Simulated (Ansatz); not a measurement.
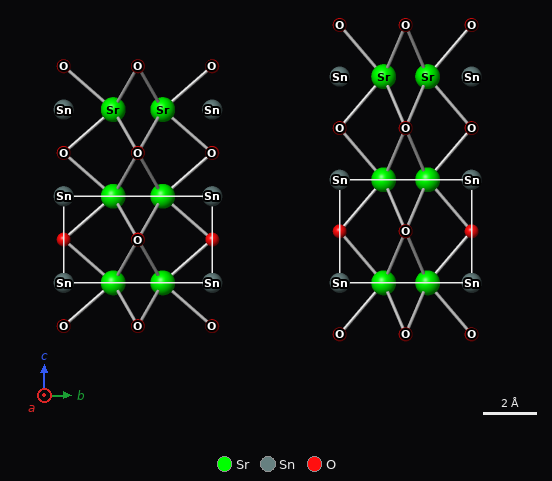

Two geometries of a crystal of Sr₂SnO₃ (a generated structure, set up in P6/mmm), drawn at one scale. One is the start of a relaxation, the other its converged end. The picture is a ball-and-stick view of the cell of the calculation, repeated 1 × 1 × 2 with one cell outlined, seen along the a axis.

Method: Ansatz 0.2.0, DFT PBE, scalar-relativistic, plane waves, PAW. Set-up: plane-wave cutoff 420 eV; k-point mesh 12 × 12 × 10; occupations gaussian; smearing width 0.1 eV; no spin polarisation; cell and atoms relaxed; force threshold 0.01 eV/Å; at most 80 steps.

> Which of the two is the end point?

The left one is the relaxed one. The atoms keep their places relative to the cell (all moves are under 0.005 Å). Cell: a = b 5.758 → 6.485 Å (+12.6 %), c 3.899 → 3.275 Å (−16.0 %). Volume +6.6 %. Near-neighbour distances that change, for instance: Sr–Sr 3.899 → 3.275 Å, Sn–Sr 3.324 → 3.744 Å, Sr–Sr 3.324 → 3.744 Å, O–Sr 2.562 → 2.487 Å. Bond angles that change, for instance: Sr–O–Sr 80.9° → 97.6°, Sr–O–Sr 99.1° → 82.4°, O–Sr–O 99.1° → 82.4°. The space group stays P6/mmm (No. 191). Over 8 accepted moves (11 points after the start) the energy falls by 2.517 eV per cell of the calculation. All forces vanish by symmetry, so only the cell relaxes. The pressure goes from −0.05 to 0.00 GPa. The SCF was repeated 3 times at an unchanged geometry on a basis and grid sized afresh for the cell, which shifted the energy by 0.112 eV per cell of the calculation at most.
